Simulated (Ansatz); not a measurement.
```cif
data_structure
_symmetry_space_group_name_H-M 'P 1'
_symmetry_Int_Tables_number 1
_cell_length_a 3.2070
_cell_length_b 5.5548
_cell_length_c 13.5034
_cell_angle_alpha 90.000
_cell_angle_beta 92.269
_cell_angle_gamma 90.000
_cell_volume 240.37
loop_
_atom_site_label
_atom_site_type_symbol
_atom_site_fract_x
_atom_site_fract_y
_atom_site_fract_z
_atom_site_occupancy
W1 W 0.04167 0.08333 0.75000 1
W2 W 0.54167 0.58333 0.75000 1
W3 W 0.95833 0.08333 0.25000 1
W4 W 0.45833 0.58333 0.25000 1
Se1 Se 0.56233 0.25000 0.87401 1
Se2 Se 0.06233 0.75000 0.87401 1
Se3 Se 0.47900 0.25000 0.37401 1
Se4 Se 0.97900 0.75000 0.37401 1
Se5 Se 0.43767 0.25000 0.12599 1
Se6 Se 0.93767 0.75000 0.12599 1
Se7 Se 0.52100 0.25000 0.62599 1
Se8 Se 0.02100 0.75000 0.62599 1
```

Space group C2; a point of a scan over the structure, not its minimum; a structure from a database of computed crystals, not necessarily the ambient phase; PAW files of the earlier set (soft_1).

Level of theory: DFT LDA+D3(BJ), scalar-relativistic, plane waves, PAW (Ansatz).

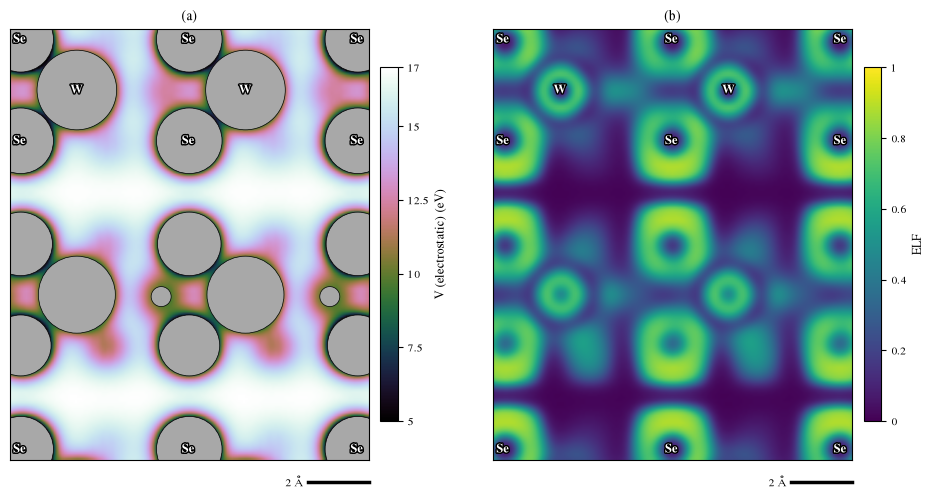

WSe2. (a) electrostatic potential (local pseudopotential plus Hartree) felt by an electron; (b) ELF on the (100) plane of the conventional cell. Grey discs cover the atomic cores in the potential map.

In a PAW calculation such maps are meaningful between the atoms, not at the nuclei.

> Read the bonding off the picture.

Atoms in the plane: W and Se.
Atoms just off the plane (W, 0.3 Å away and Se, 0.3 Å away) can leave unmarked features too.
W–Se (2.50 Å): the ELF is about 0.50 at the midpoint.
The features right at W lie inside the PAW spheres, where the map follows smoothed inner orbitals and isn't to be read closely.
Outside the cores the potential energy rises away from the atoms and is highest about 2.3 Å from the nearest atoms; its zero is arbitrary.

> Does the calculation make it a metal, or give it a gap?

It is gapped, with a Kohn–Sham gap of 1.1 eV on the k-point mesh, an upper bound to the gap of this method.
